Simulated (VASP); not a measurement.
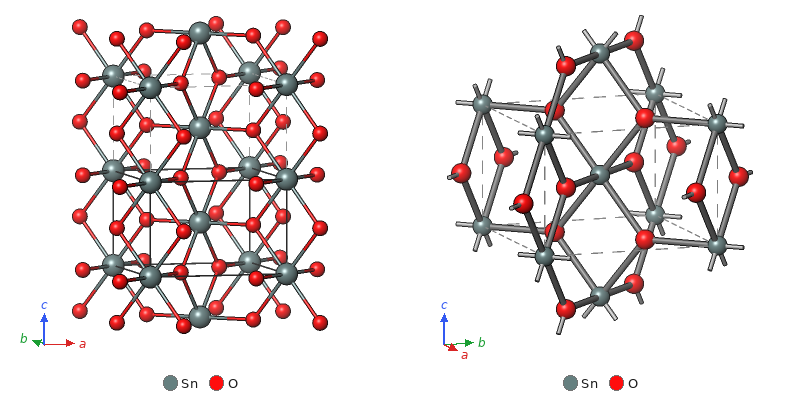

Left: the structure. Right: its underlying net. Nodes are coloured by element. Short stubs are edges that leave the cut-out.

The compound is SnO₂ (space group P4_2/mnm, No. 136), taken as an entry of the Crystallography Open Database, as set up for an electronic-structure calculation.

Bonds are taken as O–Sn below 2.3 Å; no other contact counts. Simplification: prune 0- and 1-connected atoms, fold 2-connected ones into links.

The result is a binodal (3,6)-connected, three-periodic net: O is a 3-connected node; Sn is a 6-connected node, in the ratio 2:1. It is the rtl net, known from rutile. It is a single net, without interpenetration.

| node | links | point symbol | coordination sequence |
| --- | --- | --- | --- |
| O | 3 | 4·6² | 3 14 19 62 51 |
| Sn | 6 | 4²·6¹⁰·8³ | 6 10 38 34 102 |
